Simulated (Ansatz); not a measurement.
The Ansatz input:

```
crystal:
  lattice:
    - [0.0, 2.1878447014, 2.1878447014]
    - [2.1878447014, 0.0, 2.1878447014]
    - [2.1878447014, 2.1878447014, 0.0]
  atoms:
    - { symbol: Ta, position: [0.5, 0.5, 0.5] }
    - { symbol: "N", position: [0.0, 0.0, 0.0] }
basis:
  ecutwfc: 420
kpoints:
  mp_grid: { grid: [16, 16, 16] }
  band_path:
    path:
      - [[0.0, 0.0, 0.0], [0.5, 0.0, 0.5], [0.625, 0.25, 0.625]]
      - [[0.375, 0.375, 0.75], [0.0, 0.0, 0.0], [0.5, 0.5, 0.5], [0.5, 0.25, 0.75], [0.5, 0.0, 0.5]]
    npoints: 14
hamiltonian:
  xc: pbesol
scf:
  occupations: { method: gaussian, width: 0.1 }
  n_extra_bands: 6
output:
  forces: true
  stress: true
  eigenvalues: true
  populations: true
  dos: { projected: true, de: 0.02, nscf_kmesh: { grid: [24, 24, 24] } }
  bader: true
  write_density: true
  write_potential: true
  elf: true
  volumetric_format: npy
```

Launched with:
```bash
ansatz run input.yaml --threads 1 --pin off --max-ram 2560MiB --backend cpu --events-out ev --progress --plain --runs-dir out
```

What does the calculation give for the electronic structure? The path is Γ–X–U|K–Γ–L–W–X.

A metal: 3 bands cross the Fermi level along this path. Bands cross the Fermi level on Γ–X, K–Γ, Γ–L, L–W and W–X, and not on X–U. The density of states at the Fermi level is about 0.77 per eV and cell (mean within 0.25 eV), or 0.38 per atom. By projected weight, the states within 0.3 eV of the Fermi level are Ta (80 %) and N (20 %).

Spin-orbit coupling is left out, which matters for Ta.

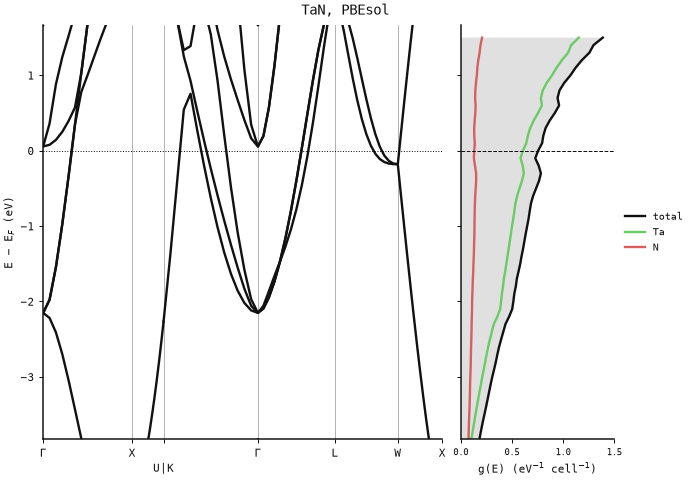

Band structure and density of states. Energies are counted from the Fermi level. The partial curves are projected on Löwdin-orthogonalised atomic shells.
